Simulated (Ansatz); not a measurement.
# The perfect armchair BP nanoribbon (N = 4, H/H2 edges), part 3 of 4

What gap, if any, does the armchair BP nanoribbon (N = 4, H/H2 edges) have, and how does it change with the functional and under strain?

Ansatz 0.2.0; DFT PBE, plane waves, PAW; relaxation of a wire's period (the session's first sound run).

So far, band gap (eV): step 3 (bands of the perfect wire, PBE) 1.32; step 4 (levels at the same atoms, level LDA, cutoff 420 eV, LDA PBE) 1.27; step 5 (another level of theory, level PBEsol, cutoff 420 eV, PBEsol PBE) 1.30; step 6 (levels at the same atoms, level r2SCAN, cutoff 500 eV, r2SCAN PBE) 1.50; step 7 (levels at the same atoms, level HSE06, cutoff 420 eV, HSE06 PBE) 1.85.

## (9) Strain along the wire, period over the relaxed period 1.03

This step: DFT PBE, plane waves, PAW; relaxation at a fixed period (Ansatz 0.2.0).

The period is set to 1.03 times the relaxed one and the atoms relax within it: strain changes bond lengths and angles, which shifts the bands against each other. Against the first PBE run of this kind, the mesh along the wire has 11 points against 15.

The cell differs from the one that the last finished run ended in (c 5.590 → 5.757 Å).

input.yaml reads:

```yaml
crystal:
  lattice:
    - [13.76, 0.0, 0.0]
    - [0.0, 9.256, 0.0]
    - [0.0, 0.0, 5.7572017827]
  atoms:
    - { symbol: B, position: [0.337514762, 0.5, 0.996152448], spin: 0.5 }
    - { symbol: B, position: [0.568738581, 0.5, 0.004788851] }
    - { symbol: P, position: [0.34468662, 0.5, 0.320754334], spin: 0.5 }
    - { symbol: P, position: [0.573315599, 0.5, 0.33207396] }
    - { symbol: H, position: [0.743964649, 0.608656673, 0.430855654] }
    - { symbol: H, position: [0.743964649, 0.391343327, 0.430855654] }
    - { symbol: H, position: [0.25652891, 0.5, 0.449688834] }
    - { symbol: B, position: [0.457299948, 0.5, 0.497526179] }
    - { symbol: B, position: [0.700404568, 0.5, 0.486526703], spin: -0.5 }
    - { symbol: P, position: [0.454302067, 0.5, 0.834359575] }
    - { symbol: P, position: [0.69073587, 0.5, 0.835164372], spin: -0.5 }
    - { symbol: H, position: [0.26081936, 0.5, 0.895827035] }
    - { symbol: H, position: [0.745328324, 0.615983793, 0.932050118] }
    - { symbol: H, position: [0.745328324, 0.384016207, 0.932050118] }
magnetization:
  spin_polarized: true
kpoints:
  mp_grid: { grid: [1, 1, 11] }
  band_path: { path: ["Γ", Z], npoints: 50 }
scf:
  occupations: { method: fermi_dirac, width: 0.05 }
hamiltonian:
  xc: pbe
relax:
  max_steps: 40
  f_tol: 0.02
output:
  stress: true
```

On the command line:

```sh
> ansatz run input.yaml --threads 8 --pin off --max-ram 16384MiB --backend cpu --events-out ev --progress --plain --runs-dir out
```

Numbers of over 12 decimals in the logs are rounded to 6 here.

Log:

```text
Warning: output.stress: scf.convergence.dr2_threshold = 1e-7 eV (the SCF's general default) is looser than the 1.4e-9 eV advised for a printed stress (1e-10 eV for each atom of the cell: 14). What an SCF threshold leaves in a stress goes as its square root, and in the free energy as the threshold itself, and one threshold admits the most on a small cell: [figures from the program's tests cut] Every solve of this run  [...]
[...]
Crystal: 14 atoms, lattice volume = 733.252 Å³
Basis set: ecut = 420 eV, 14373 PW (Γ), exchange–correlation on 192×128×80 points (8 copies of the dense FFT grid, shifted against one another)
Bands: 34, of which v1, the nominal top of the filled ones, is band 19 counted from 1 (18 counted from 0)
Symmetry: 2 space group operations
[...]
k-points: 6 of 11 (time reversal used)
[...]
Starting moments: Σ|m| = 2 μB on 4 of 14 sites
[...]
SCF iter   1: F=—  HF=-3747.086462 eV  |F-HF|=—  |Δ(HF+E_count)|=         —  Δρ=2.16e-2 (↑2.16e-2 ↓2.13e-2)  dr2=1.56e1  dr2_m=1.41e-1  M=0.000 μB ∫|m|=0.372 μB  β_m=0.30  ethr=3.10e-3  ⟨swp⟩=8.8  Hψ=2765  notcnv=0  defer=44
[...]
SCF iter  15: F=-3741.767108 eV  HF=-3741.767108 eV  |F-HF|=9.39e-10  |Δ(HF+E_count)|=   2.64e-8  Δρ=8.53e-7 (↑8.53e-7 ↓5.03e-7)  dr2=7.12e-9  dr2_m=2.58e-9  M=0.000 μB ∫|m|=0.000 μB  ethr=9.26e-11  ⟨swp⟩=2.2  Hψ=682  notcnv=0
[...]
SCF 1 converged in 15 iterations: F = -3741.767108 eV  dr2 = 7.12e-9
[...]
relax step   1: F+E_penalty+E_count = -3741.76710841 eV  Δ(F+E_penalty+E_count) = +0.000e0 eV  max|allowed force component| = 5.237e-1 eV/Å  Δτ_max = 0.0000 Å  (15 SCF iters, dr2 threshold 1.00e-5 eV, accepted)
[...]
SCF iter   8: F=-3741.813273 eV  HF=-3741.813273 eV  |F-HF|=1.56e-8  |Δ(HF+E_count)|=   1.09e-7  Δρ=1.27e-6 (↑1.27e-6 ↓1.09e-6)  dr2=1.87e-8  dr2_m=5.55e-9  M=0.000 μB ∫|m|=0.000 μB  ethr=6.56e-10  ⟨swp⟩=1.0  Hψ=1033  notcnv=0
[...]
SCF 2 converged in 8 iterations: F = -3741.813273 eV  dr2 = 1.87e-8
[...]
relax step   2: F+E_penalty+E_count = -3741.81327339 eV  Δ(F+E_penalty+E_count) = -4.616e-2 eV  max|allowed force component| = 2.799e-1 eV/Å  Δτ_max = 0.0482 Å  (8 SCF iters, dr2 threshold 1.71e-5 eV, accepted)
SCF iter   1: F=—  HF=-3741.827332 eV  |F-HF|=—  |Δ(HF+E_count)|=         —  Δρ=8.56e-4 (↑8.52e-4 ↓8.56e-4)  dr2=1.81e-2  dr2_m=5.94e-5  M=0.000 μB ∫|m|=0.008 μB  β_m=0.30  ethr=3.61e-4  ⟨swp⟩=5.5  Hψ=1245  notcnv=0  defer=80
[...]
SCF iter   9: F=-3741.822968 eV  HF=-3741.822968 eV  |F-HF|=7.34e-10  |Δ(HF+E_count)|=   1.24e-8  Δρ=2.89e-7 (↑2.89e-7 ↓2.88e-7)  dr2=5.16e-10  dr2_m=4.67e-10  M=0.000 μB ∫|m|=0.000 μB  ethr=1.78e-11  ⟨swp⟩=1.0  Hψ=1059  notcnv=0
[...]
SCF 3 converged in 9 iterations: F = -3741.822968 eV  dr2 = 5.16e-10
relax step   3: F+E_penalty+E_count = -3741.82296829 eV  Δ(F+E_penalty+E_count) = -9.695e-3 eV  max|allowed force component| = 4.214e-2 eV/Å  Δτ_max = 0.0363 Å  (9 SCF iters, dr2 threshold 4.89e-6 eV, accepted)
SCF iter   1: F=—  HF=-3741.823297 eV  |F-HF|=—  |Δ(HF+E_count)|=         —  Δρ=1.43e-4 (↑1.43e-4 ↓1.40e-4)  dr2=4.57e-4  dr2_m=1.06e-6  M=-0.000 μB ∫|m|=0.001 μB  β_m=0.30  ethr=1.47e-5  ⟨swp⟩=2.7  Hψ=948  notcnv=0  defer=80
[...]
SCF iter   9: F=-3741.823215 eV  HF=-3741.823215 eV  |F-HF|=1.23e-11  |Δ(HF+E_count)|=  1.76e-10  Δρ=4.59e-8 (↑4.59e-8 ↓4.25e-8)  dr2=2.23e-11  dr2_m=9.32e-12  M=-0.000 μB ∫|m|=0.000 μB  ethr=1.00e-12  ⟨swp⟩=1.0  Hψ=983  notcnv=0
[...]
SCF 4 converged in 9 iterations: F = -3741.823215 eV  dr2 = 2.23e-11
relax step   4: F+E_penalty+E_count = -3741.82321543 eV  Δ(F+E_penalty+E_count) = -2.471e-4 eV  max|allowed force component| = 1.240e-2 eV/Å  Δτ_max = 0.0045 Å  (9 SCF iters, accepted)
[...]
the band table was solved once a step of the walk had ended and its energy, with any forces and stress, was formed, with the checks that follow a solve (3468 applications of the Hamiltonian). They found nothing against the state; the energy, forces and stress were not computed again (output.eigenvalues in the input reference)
[...]
SCF converged after 9 iterations
Magnetization: -0.0000 μB (19.0000 up, 19.0000 down)
Absolute magnetization: 0.0000 μB (∫|ρ↑−ρ↓|, with the PAW one-centre terms)
[...]
Per-site moments (μB) at R_I (Å): [(-1.5080271134568787e-7, 0.493253), (-7.744574751648435e-8, 0.764254), (1.7609442070791118e-7, 0.582327), (7.152388384464658e-8, 0.766131), (1.1345745015221732e-8, 0.499497), (1.134574501937341e-8, 0.499497), (-1.2631038684153718e-7, 0.582327), (-3.3027507271860304e-7, 0.762049), (9.311606295207161e-9, 0.499497), (1.7302040246739188e-7, 0.763792), (-1.4616435419601682e-9, 0.584953), (5.2212308060528085e-8, 0.493253), (-3.27267647878497e-8, 0.584953), (-3.2726764781702854e-8, 0.584953)]
Free energy (F): -3741.823215 eV
[...]
Internal energy: -3741.823215 eV  (E = F + TS)
E sigma→0 (E₀):  -3741.823215 eV
Entropy (-TS):   -0.000000 eV (-0.000 meV/atom)
Fermi energy:    -2.465527 eV
[...]
--- Forces (eV/Å), atoms counted from 1 ---
  atom   1  B      0.00833982     0.00000000    -0.01240029
  atom   2  B      0.00142014     0.00000000    -0.00206151
  atom   3  P      0.00340582    -0.00000000     0.00888264
  atom   4  P      0.00614971     0.00000000    -0.00372011
  atom   5  H     -0.00123009     0.00261441    -0.00235642
  atom   6  H     -0.00123009    -0.00261441    -0.00235642
  atom   7  H     -0.00184211    -0.00000000     0.00029796
  atom   8  B     -0.00297930    -0.00000000     0.00193679
  atom   9  B     -0.00852397    -0.00000000     0.00052739
  atom  10  P     -0.00010160    -0.00000000     0.00114959
  atom  11  P      0.00163489    -0.00000000     0.00288539
  atom  12  H     -0.00446745    -0.00000000     0.00074715
  atom  13  H     -0.00028670    -0.00038802     0.00323455
  atom  14  H     -0.00028670     0.00038802     0.00323455
  max |Σ_I F_I| component: 2.36e-6 eV/Å
--- Stress (GPa, compression-positive) ---
       -0.007875      -0.000000       0.002647
       -0.000000       0.011715       0.000000
        0.002647       0.000000      -1.248873
  P = ⅓ Tr σ = -0.4150 GPa (-4.150 kbar)
--- Band table (eV; the first three rows and the last of 12) ---
  k-point 0 ↑: bands = [... 15 lower, -5.2037, -4.9525, -3.9698, -3.1696, -1.7627, -0.5271, 0.4688, 0.8731, ... 11 higher]
  k-point 1 ↑: bands = [... 15 lower, -5.2700, -4.9814, -3.9641, -3.3399, -1.5662, -0.5765, 0.4874, 0.8042, ... 11 higher]
  k-point 2 ↑: bands = [... 15 lower, -5.4562, -5.0804, -3.9835, -3.6541, -1.1678, -0.6742, 0.5065, 0.7077, ... 11 higher]
  k-point 5 ↓: bands = [... 15 lower, -5.6659, -5.2327, -4.9183, -3.7251, -1.1811, 0.2441, 0.4418, 0.5192, ... 11 higher]
--- Relaxed structure (4 steps of the walk, 4 accepted, 0 SCFs on fresh bases) ---
  F+E_penalty+E_count = -3741.82321543 eV   max|allowed force component| = 1.240e-2 eV/Å
  atoms:
    - { symbol: B, position: [0.340171, 0.500000, 1.000351] }
    - { symbol: B, position: [0.568280, 0.500000, 0.00737527] }
    - { symbol: P, position: [0.347128, 0.500000, 0.318048] }
    - { symbol: P, position: [0.572812, 0.500000, 0.329846] }
    - { symbol: H, position: [0.742956, 0.608603, 0.440235] }
    - { symbol: H, position: [0.742956, 0.391397, 0.440235] }
    - { symbol: H, position: [0.257084, 0.500000, 0.435566] }
    - { symbol: B, position: [0.457937, 0.500000, 0.499230] }
    - { symbol: B, position: [0.698492, 0.500000, 0.489807] }
    - { symbol: P, position: [0.455098, 0.500000, 0.833056] }
    - { symbol: P, position: [0.688643, 0.500000, 0.832068] }
    - { symbol: H, position: [0.261959, 0.500000, 0.909819] }
    - { symbol: H, position: [0.744708, 0.615886, 0.921520] }
    - { symbol: H, position: [0.744708, 0.384114, 0.921520] }
```

The job ended after 45 s (8 threads of Arm Neoverse V1, shared host; peak memory 2.3 GiB).

Relaxation path:

```csv
step,energy less that of the first step (eV),largest force component (eV/Å)
1,0.0000,0.5237
2,-0.0462,0.2799
3,-0.0559,0.0421
4,-0.0561,0.0124
```

Forces are held to the 2 operations that the run works with; a distortion that breaks them can't arise in this run.

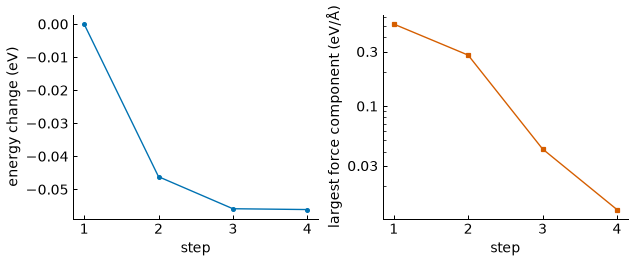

Energy and largest force along the relaxation.

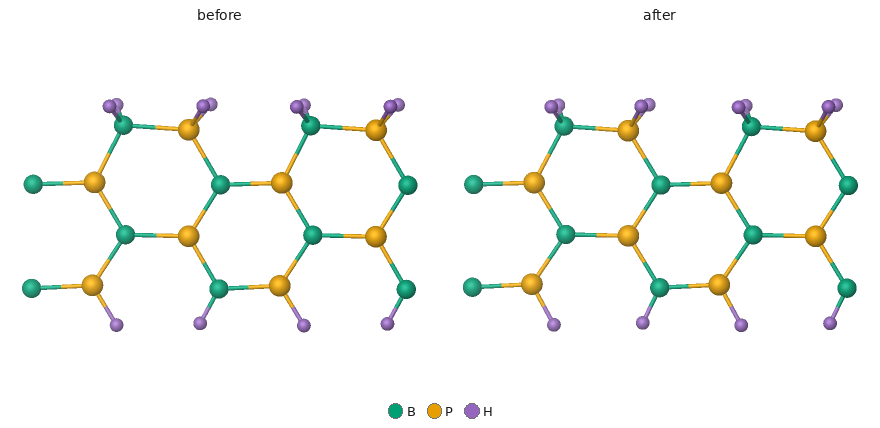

The structure before and after the relaxation, drawn at the same scale.

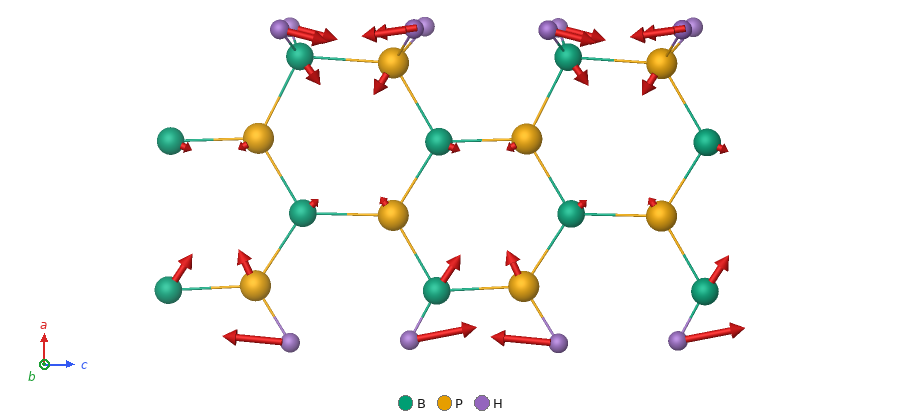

Displacements in the relaxation, exaggerated; the longest in the cell stands for 0.08 Å. 1×1×2 cells are drawn. Some periodic images of atoms are drawn too.

The atoms that moved most (Å):

```csv
atom,dx,dy,dz,length
H12,0.016,0.000,0.081,0.082
H7,0.008,0.000,-0.081,0.082
H14,-0.009,0.001,-0.061,0.061
H13,-0.009,-0.001,-0.061,0.061
H5,-0.014,0.000,0.054,0.056
H6,-0.014,0.000,0.054,0.056
B1,0.037,0.000,0.024,0.044
P3,0.034,0.000,-0.016,0.037
```

Final coordinates:

```xyz
14
Lattice="13.7600 0.0000 0.0000 0.0000 9.2560 0.0000 0.0000 0.0000 5.7572" Properties=species:S:1:pos:R:3
B     4.6807    4.6280    5.7592
B     7.8195    4.6280    0.0425
P     4.7765    4.6280    1.8311
P     7.8819    4.6280    1.8990
H    10.2231    5.6332    2.5345
H    10.2231    3.6228    2.5345
H     3.5375    4.6280    2.5076
B     6.3012    4.6280    2.8742
B     9.6112    4.6280    2.8199
P     6.2622    4.6280    4.7961
P     9.4757    4.6280    4.7904
H     3.6046    4.6280    5.2380
H    10.2472    5.7006    5.3054
H    10.2472    3.5554    5.3054
```

Numbers from this step:

| Property | Result |
| --- | --- |
| band gap | 1.407 eV |

The electronic bands at the labelled points (eV, zero at the Fermi level):

```csv
point,up 18,up 19,up 20,up 21,down 18,down 19,down 20,down 21
Γ,-1.50,-0.70,0.70,1.94,-1.50,-0.70,0.70,1.94
Z,-2.57,-1.26,1.27,2.71,-2.57,-1.26,1.27,2.71
```

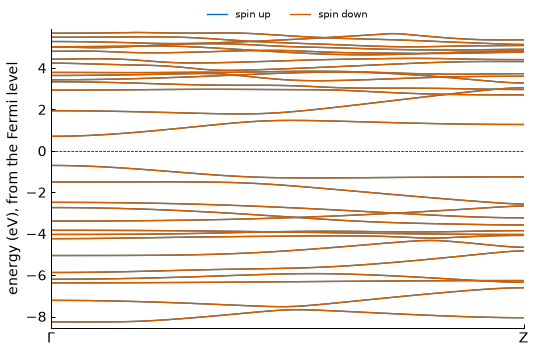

Electronic bands along the path; the two colours are the two spins.

The gap is 1.41 eV, against 1.32 eV under PBE at the relaxed period, with no moment.

## (10) Strain along the wire, period over the relaxed period 1.06

The period is set to 1.06 times the relaxed one and the atoms relax within it: strain changes bond lengths and angles, which shifts the bands against each other. Against the first PBE run of this kind, the mesh along the wire has 11 points against 15.

The cell differs from the one that the last finished run ended in (c 5.757 → 5.925 Å).

Changes to input.yaml since step 9:

```diff
@@ -4,3 +4,3 @@
     - [0.0, 9.256, 0.0]
-    - [0.0, 0.0, 5.7572017827]
+    - [0.0, 0.0, 5.9248872715]
   atoms:
```

Log:

```text
[...]
Crystal: 14 atoms, lattice volume = 754.609 Å³
Basis set: ecut = 420 eV, 14785 PW (Γ), exchange–correlation on 192×128×80 points (8 copies of the dense FFT grid, shifted against one another)
Bands: 34, of which v1, the nominal top of the filled ones, is band 19 counted from 1 (18 counted from 0)
[...]
- { symbol: H, position: [0.257590, 0.5, 0.422215] }
    - { symbol: B, position: [0.458439, 0.5, 0.500035] }
    - { symbol: B, position: [0.696688, 0.5, 0.492862] }
    - { symbol: P, position: [0.455873, 0.5, 0.832343] }
    - { symbol: P, position: [0.686751, 0.5, 0.829485] }
    - { symbol: H, position: [0.263163, 0.5, 0.922685] }
    - { symbol: H, position: [0.744123, 0.615772, 0.912190] }
    - { symbol: H, position: [0.744123, 0.384228, 0.912190] }
[key lines of the parts left out:]
SCF converged after 8 iterations
Magnetization: -0.0000 μB (19.0000 up, 19.0000 down)
Free energy (F): -3741.579406 eV
Fermi energy:    -2.594664 eV
P = ⅓ Tr σ = -0.7932 GPa (-7.932 kbar)
```

The job ended after 51 s (8 threads; peak memory 2.4 GiB; 6.6 min of CPU time).

(Part 3 of 4 ends here.)

[Logs are printed without paths, hosts, clocks, repeated set-up lines and the standing remarks that a program may print on its own settings, such as how far it seeks lower states.]

[Hosts, paths, dates, database ids (printed as entryN), source tags and the programs' standing remarks are cut or masked in the printed files.]
